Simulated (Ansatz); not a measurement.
**Geometry relaxation, with input and output: CHSi6 (part 4 of 4)**

CHSi6 (slab, 8 atoms in the cell); DFT PBEsol, scalar-relativistic, plane waves, PAW, spin-polarised (Ansatz 0.2.0); cutoff 420 eV, 9×9×1 k-mesh, Gaussian smearing of 0.05 eV, collinear spins. The structure derives from a Materials Project entry. The input holds or restrains some coordinates. Forces given for the steps count only the free coordinates. It belongs to a series of runs on one base structure; here: CH put at a bridge Si-Si site.

Geometry of the input (Å; fractional positions):
```
3.8249  0.0000  0.0000
-1.9124  3.3125  0.0000
0.0000  0.0000  27.2211
Si 0.6667  0.3333  0.3123
Si 0.3333  0.6667  0.3415
Si 0.3333  0.6667  0.4284
Si 0.6667  0.3333  0.4564
Si 0.6667  0.3333  0.5443
Si 0.3333  0.6667  0.5690
C  0.0000  0.5000  0.6248
H  0.0000  0.5000  0.6652
```

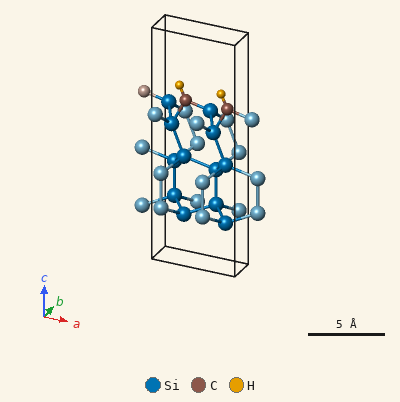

*The geometry at step 12 of the log (ball-and-stick view of the 2 × 1 repeat of the cell, with the vacuum cut short, seen slightly off an axis; neighbours outside the cell are drawn fainter).*

Trajectory as extended XYZ, continued
```
8
Lattice="3.8249 0.0000 0.0000 -1.9124 3.3125 0.0000 0.0000 0.0000 27.2211" Properties=species:S:1:pos:R:3:forces:R:3 step=10 energy=-3987.14168
Si    1.9124    1.1041    8.5000    0.0005   0.0003   0.4068
Si    0.0000    2.2083    9.2968   -0.0186  -0.0108  -0.5530
Si    0.0000    2.2083   11.6622    0.0347   0.0200   0.0838
Si    1.9141    1.1051   12.4423    0.0770   0.0445   0.0888
Si    1.3259    0.7655   14.6760   -0.1397  -0.0807  -0.0827
Si   -0.1991    2.0934   15.7140    0.0950   0.0549  -0.1618
C    -1.6653    1.2468   16.3163    0.0442   0.0255   0.1477
H    -2.0201    1.0420   17.3278   -0.0931  -0.0538   0.0705
8
Lattice="3.8249 0.0000 0.0000 -1.9124 3.3125 0.0000 0.0000 0.0000 27.2211" Properties=species:S:1:pos:R:3:forces:R:3 step=11 energy=-3987.15369
Si    1.9124    1.1041    8.5000    0.0012   0.0007   0.4131
Si    0.0000    2.2083    9.2968   -0.0273  -0.0158  -0.5416
Si    0.0000    2.2083   11.6622    0.0617   0.0356   0.1266
Si    1.9154    1.1059   12.4579   -0.0155  -0.0089   0.0228
Si    1.2146    0.7013   14.6496    0.0054   0.0031   0.0679
Si   -0.3087    2.0301   15.6805   -0.1105  -0.0638   0.0588
C    -1.7761    1.1829   16.3133    0.0871   0.0503  -0.1661
H    -2.1481    0.9681   17.3190   -0.0021  -0.0012   0.0184
8
Lattice="3.8249 0.0000 0.0000 -1.9124 3.3125 0.0000 0.0000 0.0000 27.2211" Properties=species:S:1:pos:R:3:forces:R:3 step=12 energy=-3987.15545
Si    1.9124    1.1041    8.5000    0.0015   0.0008   0.4156
Si    0.0000    2.2083    9.2968   -0.0294  -0.0170  -0.5399
Si    0.0000    2.2083   11.6622    0.0363   0.0209   0.1209
Si    1.9130    1.1045   12.4602   -0.0016  -0.0009   0.0009
Si    1.1872    0.6854   14.6393    0.0032   0.0019   0.0026
Si   -0.3410    2.0114   15.6629   -0.0208  -0.0120  -0.0107
C    -1.8015    1.1682   16.2924    0.0012   0.0007   0.0261
H    -2.1733    0.9536   17.2995    0.0097   0.0056  -0.0155
8
Lattice="3.8249 0.0000 0.0000 -1.9124 3.3125 0.0000 0.0000 0.0000 27.2211" Properties=species:S:1:pos:R:3:forces:R:3 step=13 energy=-3987.15545
Si    1.9124    1.1041    8.5000    0.0015   0.0008   0.4157
Si    0.0000    2.2083    9.2968   -0.0294  -0.0170  -0.5399
Si    0.0000    2.2083   11.6622    0.0363   0.0209   0.1209
Si    1.9130    1.1045   12.4602   -0.0016  -0.0009   0.0009
Si    1.1872    0.6854   14.6393    0.0032   0.0019   0.0026
Si   -0.3410    2.0114   15.6629   -0.0208  -0.0120  -0.0107
C    -1.8015    1.1682   16.2924    0.0012   0.0007   0.0260
H    -2.1733    0.9536   17.2995    0.0097   0.0056  -0.0155
8
Lattice="3.8249 0.0000 0.0000 -1.9124 3.3125 0.0000 0.0000 0.0000 27.2211" Properties=species:S:1:pos:R:3:forces:R:3 step=14 energy=-3987.15563
Si    1.9124    1.1041    8.5000    0.0016   0.0009   0.4170
Si    0.0000    2.2083    9.2968   -0.0293  -0.0169  -0.5367
Si    0.0000    2.2083   11.6622    0.0235   0.0135   0.1304
Si    1.9118    1.1038   12.4623    0.0035   0.0020   0.0020
Si    1.1801    0.6813   14.6408   -0.0056  -0.0032  -0.0218
Si   -0.3646    1.9978   15.6466    0.0050   0.0029   0.0075
C    -1.8143    1.1608   16.2939   -0.0010  -0.0006   0.0262
H    -2.1822    0.9484   17.3025    0.0023   0.0013  -0.0246
```

Key numbers

- outcome: converged under the restraints of the input
- electrons treated: 29
- free energy: −3987.1556 eV
- work function, top face: 3.43 eV
- work function, bottom face: 4.73 eV
- Fermi energy: −0.077 eV
- gap on the k-point mesh: none (metallic)
- net moment of the cell: −0.87 μB
- integrated absolute moment: 0.90 μB
- final volume: 344.89 Å³
- work function (upper face): 3.43 eV
- largest force (length of the vector) at the end, held atoms and coordinates included: 0.538 eV/Å
- hardware: 1 thread of Intel Xeon (Sapphire Rapids), 64 GiB of memory available, shared host
- wall time: 10 min
- peak memory: 0.81 GiB

Remarks

Warnings of the run: the exchange-correlation potential is rough where the density is thin.
